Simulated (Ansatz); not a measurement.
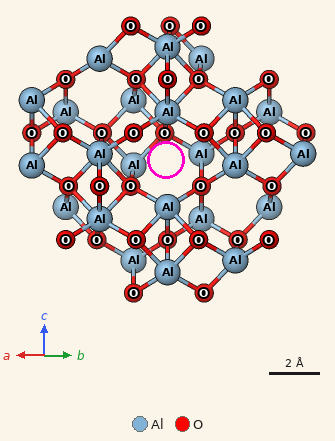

Perfect Al$_{2}$O$_{3}$. A ball-and-stick model of the atoms within 6.0 Å of one point, in a slice 4.2 Å thick across the line of sight, seen along [110].

The calculation used Ansatz, DFT, PBEsol, PAW, plane waves. Set-up: plane-wave cutoff 420 eV; k-point mesh 1 × 1 × 1; mesh shifted by (0.25, 0.25, 0.25); no spin polarisation. Fermi-Dirac smearing of 0.01 eV. A uniform background neutralises the charged cell. The axes drawn are those of the host's conventional cell.

An extra oxygen atom is put between the host's atoms (an interstitial) at the ringed place, in charge state −2. The supercell has 120 sites, and the atoms are relaxed at the host's cell.

Predict the relaxed surroundings of the defect.

Answer. The O atom starts with 6 O at 1.93 to 2.04 Å, 2 Al at 1.93 Å around its place and ends with 4 Al at 1.87 to 1.97 Å, 2 O at 2.16 to 2.19 Å. Of the host's atoms, an oxygen atom moves furthest from its site, by 1.13 Å. The O atom itself moves 0.97 Å from where it was put.

The relaxed defect, seen from the same direction:

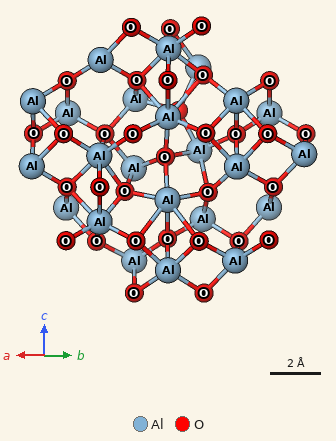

Limits of the set-up: the cell is charged, on a uniform background, and energies carry no finite-size correction.
